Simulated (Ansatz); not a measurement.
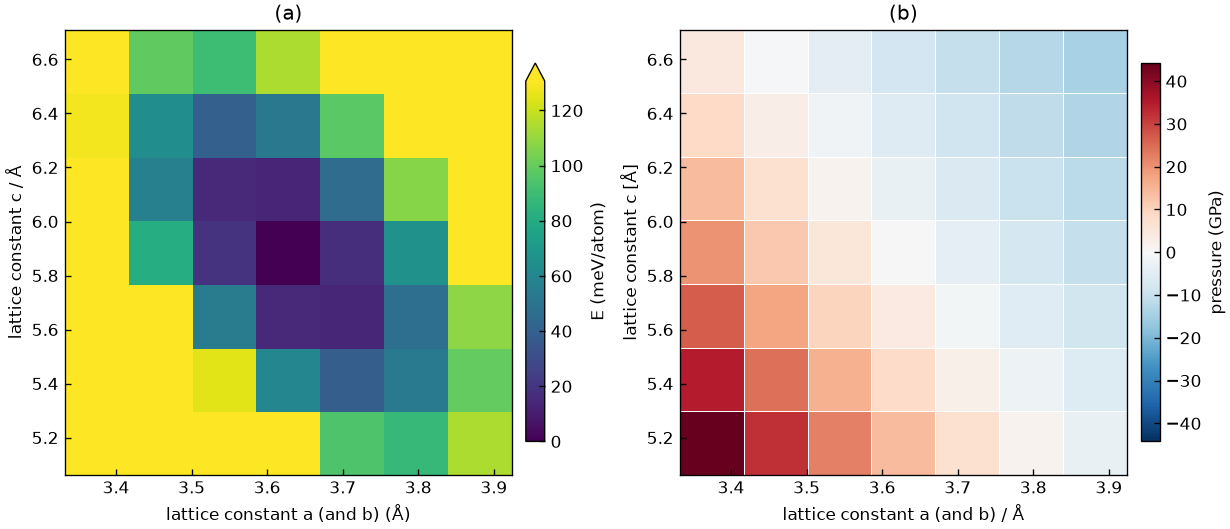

ZrS2 (P-3m1, No. 164; 3 atoms in the cell). 
- The energy is mapped over the lattice constants a and c of the conventional cell.
- Coordinates scanned: (1) lattice constant a (and b); (2) lattice constant c.
- Nothing is relaxed (fractional coordinates fixed).
- The scan uses a 7 × 7 grid.
- Points are written as (first, second).
- Energies: meV/atom, counted from the lowest grid point.
- The band gap closes in part of the range.
- Theory: DFT PBEsol, scalar-relativistic, plane waves, PAW (Ansatz 0.2.0). Settings: cutoff 420 eV, k-mesh 9×9×6 in the order of the run's cell vectors, gaussian smearing 0.05 eV, no spin polarisation.

Panel (a) is the energy; panel (b) is the computed pressure, in GPa.

Drawn: one coloured cell a grid point, one colour for all values above the top of the scale.

### How does the pressure vary over the map, and what is it at the lowest grid point?

It runs from −14.3 GPa at (3.882 Å, 6.593 Å) to 44.2 GPa at (3.374 Å, 5.180 Å). At the lowest grid point, (3.628 Å, 5.886 Å), it is 0.0 GPa.

PAW datasets: the set soft_1.
